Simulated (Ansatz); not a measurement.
# Y/SnS2/Lu: predicting the current at a higher bias

Set-up. Ansatz 0.2.0, plane waves with PAW datasets, PBE. The lower electrode is Y (hcp 0001), the upper Lu (hcp 0001) and the barrier 6 atomic planes of SnS2 (1T layers), 14.2 Å between the electrodes' last planes; the interfaces come from a short slab relaxed first (with D3(BJ) where the barrier is layered). Density and potential are solved under bias with the ions held; a positive bias raises the lower lead's Fermi level. The zero-bias conductance is G₀ = 1.84e14 S/m². The mesh check is the change of the current on every other mesh point.

The runs shown:

```
V (V)  J (ampere/m²)  J / G₀V  mesh check (%)  lead misfit (meV)
−0.30       −4.09e13   0.7419              19                 23
+0.30        3.75e13   0.6805              10                 19
```

Task: Write J = G₀V (1 + aV + bV²), the first terms of a series in the bias, fix a and b from the two rows, and predict J at +2 V.

Working: The odd part gives a = (0.6805 − 0.7419) / (2 × 0.3) = −0.102 V⁻¹, and the even part b = ((0.6805 + 0.7419) / 2 − 1) / 0.3² = −3.209 V⁻². At 2 V the bracket is 1 + (−0.205) + (−12.835) = −12.040, so J = −4.43e15 ampere/m².

What the calculation gave: The run gave 2.42e13 ampere/m² (J / G₀V = 0.066), with a mesh check of 12 %. The series gives a current of the wrong sign, so it fails outright. A simple tunnel barrier gives b > 0; here it is negative. Whether higher terms of the series or mesh errors of the fitted rows make the miss wasn't traced.

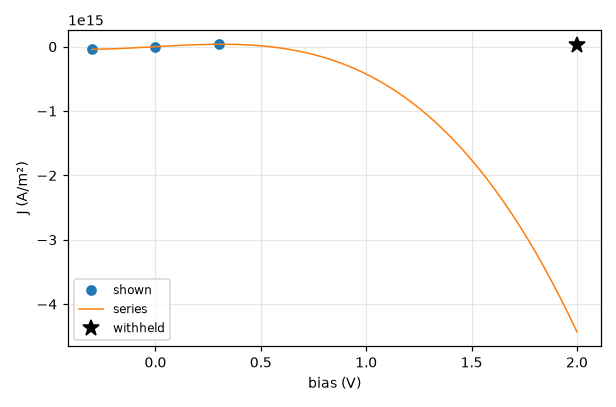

Series and withheld point.

**Limits.** The interfaces are ideal, one cell wide, strained to a common net and relaxed from one registry with their symmetry kept. No spin-orbit coupling, phonons, disorder or image charges enter. The rows shown are chosen by tests on error estimates (under 100 to 120 %), lead steps (under 150 meV, though the program warns over 25), intact interfaces and, for fits, a steady trend in the rows shown; the data set holds 87 series of this kind, and not all pass.

[Logs are printed without paths, hosts, clocks, repeated set-up lines and the standing remarks that a program may print on its own settings, such as how far it seeks lower states.]
